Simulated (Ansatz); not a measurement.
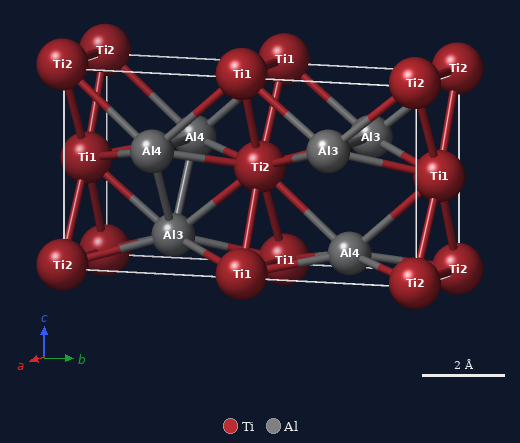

Fig. 1: The structure as given in the input (ball-and-stick view of the cell 2 times as large as that of the calculation, set on its symmetry axes, seen slightly off an axis; atoms are numbered from 1 in the order of the input). An atom can appear more than once, as a periodic image.

## TiAl: a changed input and its effect

System: TiAl (4 atoms in the cell).
Method of run 1: DFT PBEsol, scalar-relativistic, plane waves, PAW, PAW set soft_1, no spin polarisation (Ansatz 0.2.0).

The structure derives from a Materials Project entry. Text and figures count atoms from 1; the logs count them from 0 in places.

Input, run 1:
```yaml
crystal:
  lattice:
    - [-2.8475477342, 0.0, 0.0]
    - [0.0, 4.9320973526, 0.0]
    - [1.4237738671, -2.4660486763, -4.6191923826]
  atoms:
    - { symbol: Ti, position: [0.5042409781, 0.4848120974, 0.0084819561] }
    - { symbol: Ti, position: [-0.0042409781, -0.0236698587, -0.0084819561] }
    - { symbol: Al, position: [0.75, 0.0946875293, 0.5] }
    - { symbol: Al, position: [0.25, 0.6409153273, 0.5] }
basis:
  ecutwfc: 520.0
kpoints:
  mp_grid: { grid: [16, 16, 16] }
hamiltonian:
  xc: pbesol
  pseudopotentials: { kind: paw, azcp: { folder: soft_1 } }
scf:
  occupations: { method: gaussian, width: 0.15 }
output:
  forces: true
  stress: true
  eigenvalues: true
```

Launched with:
```bash
ansatz run input.yaml --threads 2 --pin off --max-ram 4096MiB --backend cpu --events-out ev --progress --plain --runs-dir out
```

Hardware: 2 threads of Arm Neoverse N1, 98 GiB of memory available, shared host.

Output, shortened to warnings, some set-up lines, iterations and results (run 1):
```
Warning: [file] the record states the generating functional pbe (its physics header spells it `PBE`), which answers neither for hamiltonian.xc's functional nor for the pbesol family's — results may be inconsistent (PPs are generated against a specific XC)
Warning: [file] the record states the generating functional pbe (its physics header spells it `PBE`), which answers neither for hamiltonian.xc's functional nor for the pbesol family's — results may be inconsistent (PPs are generated against a specific XC)
Basis set: ecut = 520 eV, 1761 PW (Γ), exchange–correlation on 48×80×90 points (8 copies of the dense FFT grid, shifted against one another)
Symmetry: 4 space group operations
k-points: 621 of 4096 (time reversal used)
Initial density: superposition of atomic densities (chi_scale 0.1, normalization cell, long waves kept (reshape's long-wave potential 0.00 eV rms))
[...]
SCF iter   1: F=—  HF=-5998.423464 eV  |F-HF|=—  |Δ(HF+E_count)|=         —  Δρ=4.46e-2  dr2=1.92e0  ethr=3.10e-3  ⟨swp⟩=5.2  Hψ=50676  notcnv=0
SCF iter   2: F=—  HF=-5997.964620 eV  |F-HF|=—  |Δ(HF+E_count)|=   4.59e-1  Δρ=2.43e-2  dr2=7.61e-1  ethr=3.10e-3  ⟨swp⟩=2.6  Hψ=22761  notcnv=0
SCF iter   3: F=—  HF=-5997.695130 eV  |F-HF|=—  |Δ(HF+E_count)|=   2.69e-1  Δρ=4.67e-3  dr2=2.64e-2  ethr=2.54e-3  ⟨swp⟩=2.1  Hψ=18380  notcnv=0
SCF iter   4: F=—  HF=-5997.685230 eV  |F-HF|=—  |Δ(HF+E_count)|=   9.90e-3  Δρ=9.46e-4  dr2=5.52e-4  ethr=8.78e-5  ⟨swp⟩=2.2  Hψ=20677  notcnv=0
SCF iter   5: F=—  HF=-5997.685053 eV  |F-HF|=—  |Δ(HF+E_count)|=   1.77e-4  Δρ=2.46e-4  dr2=5.78e-5  ethr=1.84e-6  ⟨swp⟩=2.0  Hψ=16211  notcnv=0
SCF iter   6: F=—  HF=-5997.685030 eV  |F-HF|=—  |Δ(HF+E_count)|=   2.33e-5  Δρ=4.80e-5  dr2=9.59e-7  ethr=1.93e-7  ⟨swp⟩=2.1  Hψ=15073  notcnv=0
SCF iter   7: F=—  HF=-5997.685029 eV  |F-HF|=—  |Δ(HF+E_count)|=   2.98e-7  Δρ=1.25e-5  dr2=1.01e-7  ethr=3.33e-10  ⟨swp⟩=5.5  Hψ=53074  notcnv=0
SCF iter   8: F=-5997.685029 eV  HF=-5997.685029 eV  |F-HF|=1.50e-9  |Δ(HF+E_count)|=   1.79e-8  Δρ=2.01e-6  dr2=2.51e-9  ethr=3.33e-10  ⟨swp⟩=3.8  Hψ=34566  notcnv=0
SCF 1 converged in 8 iterations: F = -5997.685029 eV  dr2 = 2.51e-9
SCF converged after 8 iterations
Free energy (F): -5997.685029 eV
Harris-Foulkes:  -5997.685029 eV  (|F-HF|=1.50e-9)
Internal energy: -5997.630436 eV  (E = F + TS)
E sigma→0 (E₀):  -5997.657733 eV
Entropy (-TS):   -0.054593 eV (-13.648 meV/atom)
Fermi energy:    10.658750 eV
--- Per-component energies (eV) ---
  E_band       = -330.853669
  E_kinetic    = 609.143338
  E_local      = -2407.372770  (includes V_loc(G=0)·N_el)
  E_nonlocal   = 145.399618
  E_hartree    = 1013.134364
  E_xc         = -306.267245
  E_vxc        = -349.866970  (∫ρ·V_xc dr)
  E_paw        = -2948.529120  (= ΣΔE_a)
  E_vpaw       = -354.428022  (= ΣTr[D̂ρ^β])
  E_aug_tail   = -0.000056  (compensation charges beyond the density's cutoff)
  E_ewald      = -2103.455614
  E_core_change = 0.317047  (= ΣΔE_core)
  E_smearing   = -0.054593  (= −TS)
  E_closure    = 0.000000  (closes the sum)
  Σ components = -5997.685029   (vs F -5997.685029, Δ=0.00e0)
--- Forces (eV/Å), atoms counted from 1 ---
  atom   1  Ti    -0.00000000     0.32947930     0.59749937
  atom   2  Ti     0.00000000     0.32947930    -0.59749937
  atom   3  Al    -0.00000000     0.71018886     0.00000000
  atom   4  Al     0.00000000    -1.36914654     0.00000000
  max |Σ_I F_I| component: 9.26e-7 eV/Å
--- Stress (GPa, compression-positive) ---
        5.438477      -0.000000      -0.000000
       -0.000000      -2.809893      -0.000000
       -0.000000      -0.000000       1.848500
  P = ⅓ Tr σ = 1.4924 GPa (14.924 kbar)
```

The input of run 2 differs as follows (lines with − go, lines with + come):
```diff
-    - { symbol: Ti, position: [0.5042409781, 0.4848120974, 0.0084819561] }
-    - { symbol: Ti, position: [-0.0042409781, -0.0236698587, -0.0084819561] }
-    - { symbol: Al, position: [0.75, 0.0946875293, 0.5] }
-    - { symbol: Al, position: [0.25, 0.6409153273, 0.5] }
+    - { symbol: Ti, position: [0.502120489, 0.502120489, 0.0042409781] }
+    - { symbol: Ti, position: [-0.002120489, -0.002120489, -0.0042409781] }
+    - { symbol: Al, position: [0.75, 0.0717763838, 0.5] }
+    - { symbol: Al, position: [0.25, 0.5948902828, 0.5] }
```

How does run 2 compare with run 1?

With the same functional and potentials, run 2 lies 53.3 meV per atom lower. The pressure goes from 1.49 to 0.30 GPa. The largest force goes from 1.369 to 0.563 eV/Å. The number of SCF iterations is the same.

Output, shortened to warnings, some set-up lines, iterations and results (run 2):
```
Warning: [file] the record states the generating functional pbe (its physics header spells it `PBE`), which answers neither for hamiltonian.xc's functional nor for the pbesol family's — results may be inconsistent (PPs are generated against a specific XC)
Warning: [file] the record states the generating functional pbe (its physics header spells it `PBE`), which answers neither for hamiltonian.xc's functional nor for the pbesol family's — results may be inconsistent (PPs are generated against a specific XC)
Basis set: ecut = 520 eV, 1761 PW (Γ), exchange–correlation on 48×80×90 points (8 copies of the dense FFT grid, shifted against one another)
Symmetry: 4 space group operations
k-points: 621 of 4096 (time reversal used)
Initial density: superposition of atomic densities (chi_scale 0.1, normalization cell, long waves kept (reshape's long-wave potential 0.00 eV rms))
[...]
SCF iter   1: F=—  HF=-5998.607660 eV  |F-HF|=—  |Δ(HF+E_count)|=         —  Δρ=4.44e-2  dr2=1.85e0  ethr=3.10e-3  ⟨swp⟩=5.0  Hψ=50052  notcnv=0
SCF iter   2: F=—  HF=-5998.163434 eV  |F-HF|=—  |Δ(HF+E_count)|=   4.44e-1  Δρ=2.40e-2  dr2=7.17e-1  ethr=3.10e-3  ⟨swp⟩=2.5  Hψ=23132  notcnv=0
SCF iter   3: F=—  HF=-5997.908567 eV  |F-HF|=—  |Δ(HF+E_count)|=   2.55e-1  Δρ=4.79e-3  dr2=2.67e-2  ethr=2.39e-3  ⟨swp⟩=2.1  Hψ=18454  notcnv=0
SCF iter   4: F=—  HF=-5997.898315 eV  |F-HF|=—  |Δ(HF+E_count)|=   1.03e-2  Δρ=9.75e-4  dr2=5.66e-4  ethr=8.89e-5  ⟨swp⟩=2.1  Hψ=20801  notcnv=0
SCF iter   5: F=—  HF=-5997.898109 eV  |F-HF|=—  |Δ(HF+E_count)|=   2.05e-4  Δρ=2.51e-4  dr2=6.18e-5  ethr=1.89e-6  ⟨swp⟩=2.0  Hψ=16253  notcnv=0
SCF iter   6: F=—  HF=-5997.898085 eV  |F-HF|=—  |Δ(HF+E_count)|=   2.41e-5  Δρ=5.04e-5  dr2=1.01e-6  ethr=2.06e-7  ⟨swp⟩=2.1  Hψ=15023  notcnv=0
SCF iter   7: F=—  HF=-5997.898085 eV  |F-HF|=—  |Δ(HF+E_count)|=   3.70e-7  Δρ=1.26e-5  dr2=1.02e-7  ethr=3.33e-10  ⟨swp⟩=5.5  Hψ=52426  notcnv=0
SCF iter   8: F=-5997.898085 eV  HF=-5997.898085 eV  |F-HF|=2.35e-9  |Δ(HF+E_count)|=   1.86e-8  Δρ=2.10e-6  dr2=3.37e-9  ethr=3.33e-10  ⟨swp⟩=3.8  Hψ=34584  notcnv=0
SCF 1 converged in 8 iterations: F = -5997.898085 eV  dr2 = 3.37e-9
SCF converged after 8 iterations
Free energy (F): -5997.898085 eV
Harris-Foulkes:  -5997.898085 eV  (|F-HF|=2.35e-9)
Internal energy: -5997.839723 eV  (E = F + TS)
E sigma→0 (E₀):  -5997.868904 eV
Entropy (-TS):   -0.058362 eV (-14.591 meV/atom)
Fermi energy:    10.652127 eV
--- Per-component energies (eV) ---
  E_band       = -330.742411
  E_kinetic    = 608.578060
  E_local      = -2404.357907  (includes V_loc(G=0)·N_el)
  E_nonlocal   = 145.065278
  E_hartree    = 1011.931103
  E_xc         = -306.129094
  E_vxc        = -349.699643  (∫ρ·V_xc dr)
  E_paw        = -2948.352869  (= ΣΔE_a)
  E_vpaw       = -354.193469  (= ΣTr[D̂ρ^β])
  E_aug_tail   = -0.000057  (compensation charges beyond the density's cutoff)
  E_ewald      = -2104.891284
  E_core_change = 0.317047  (= ΣΔE_core)
  E_smearing   = -0.058362  (= −TS)
  E_closure    = 0.000000  (closes the sum)
  Σ components = -5997.898085   (vs F -5997.898085, Δ=0.00e0)
--- Forces (eV/Å), atoms counted from 1 ---
  atom   1  Ti    -0.00000000    -0.00950298     0.33539397
  atom   2  Ti     0.00000000    -0.00950298    -0.33539397
  atom   3  Al    -0.00000000     0.56276566     0.00000000
  atom   4  Al    -0.00000000    -0.54375911     0.00000000
  max |Σ_I F_I| component: 5.81e-7 eV/Å
--- Stress (GPa, compression-positive) ---
        0.305030      -0.000000      -0.000000
       -0.000000       0.499242      -0.000000
       -0.000000      -0.000000       0.088392
  P = ⅓ Tr σ = 0.2976 GPa (2.976 kbar)
```

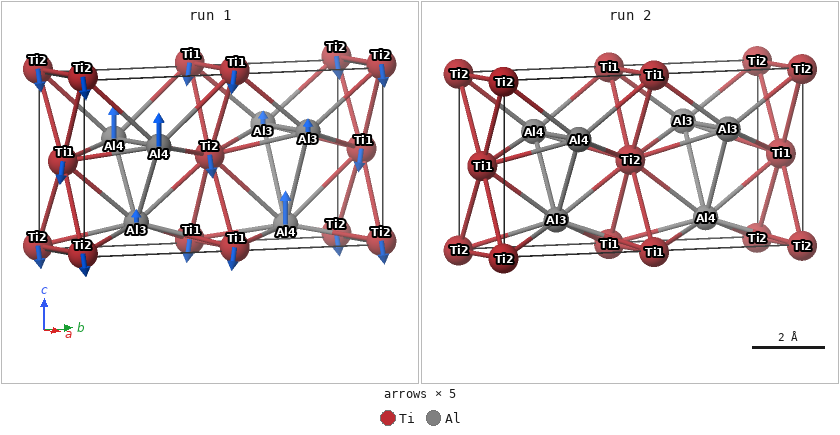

Fig. 2: The two input geometries at one scale (ball-and-stick view of the cell 2 times as large as that of the calculation, set on its symmetry axes, seen at an oblique angle). The blue arrows on the first give the shifts of the atoms relative to the cell, with their mean removed, magnified 5 times. The atom that moves furthest is Al4 (0.19 Å). Largest moves by element: Al 0.19 Å, Ti 0.13 Å. (The mean shift of all atoms is removed.) The lattice vectors keep their values. Among the contacts that change: Ti1–Al4 3.100 → 2.884 Å, Ti1–Al3 2.895 → 2.786 Å, Al3–Al4 3.047 → 2.947 Å.

The two runs side by side:

```tsv
quantity	run 1	run 2
outcome	converged	converged
free energy per atom (eV)	−1499.4213	−1499.4745
energy per atom, smearing taken to zero (eV)	−1499.4144	−1499.4672
gap on the mesh (eV)	0.00	0.00
pressure (GPa)	1.49	0.30
largest force (eV/Å)	1.369	0.563
SCF iterations	8	8
irreducible k-points	621	621
plane waves at Γ	1761	1761
wall time (shared host)	87 s	88 s
```

For both runs: Warnings: the PAW datasets were made with another functional.
